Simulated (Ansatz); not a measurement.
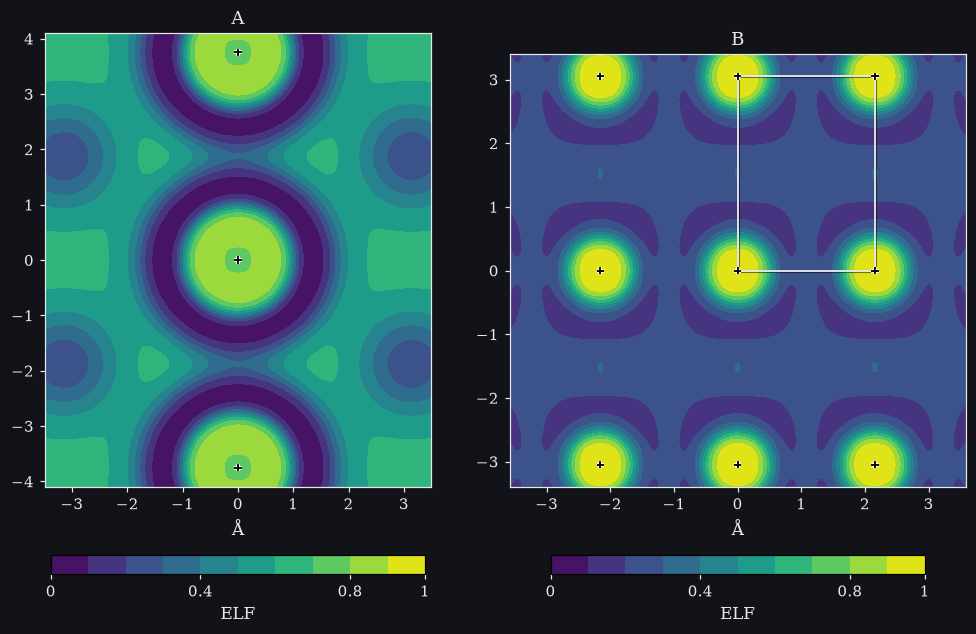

The electron localisation function of 2 systems, each on a plane through atoms (crosses mark nuclei in the plane).

Method: DFT, PBEsol, plane waves (420 eV) with PAW, scalar-relativistic in Ansatz.

System 1: Ca, the (100) plane of the conventional cell. Space group P6/mmm; set up as Ca, omega (AlB2-type); a generated structure, not necessarily the stable one; changed on purpose from its base cell (volume × 1.04).

```cif
data_structure
_symmetry_space_group_name_H-M 'P 1'
_symmetry_Int_Tables_number 1
_cell_length_a 6.2828
_cell_length_b 6.2828
_cell_length_c 3.7501
_cell_angle_alpha 90.000
_cell_angle_beta 90.000
_cell_angle_gamma 120.000
_cell_volume 128.20
loop_
_atom_site_label
_atom_site_type_symbol
_atom_site_fract_x
_atom_site_fract_y
_atom_site_fract_z
_atom_site_occupancy
Ca1 Ca 0.00000 0.00000 0.00000 1
Ca2 Ca 0.33333 0.66667 0.50000 1
Ca3 Ca 0.66667 0.33333 0.50000 1
```

System 2: Co, the (110) plane of the conventional cell. Space group Pm-3m; set up as Co, simple cubic; a generated structure, not necessarily the stable one; changed on purpose from its base cell (volume × 0.88); computed pressure about 36 GPa in this cell; computed without spin polarisation.

```
Co
1.0
     2.15599    0.00000    0.00000
     0.00000    2.15599    0.00000
     0.00000    0.00000    2.15599
Co
1
Direct
  0.00000 0.00000 0.00000
```

Question: Match each panel to its system.

Answer: Panel A is system 1, Ca: the plane holds Ca. Ca–Ca (3.75 Å): the ELF is about 0.30 at the midpoint: no localised pair shows between them. Panel B is system 2, Co: the plane holds Co. Co–Co (2.16 Å): the ELF is about 0.20 at the midpoint (no shared electron pair shows on this line).
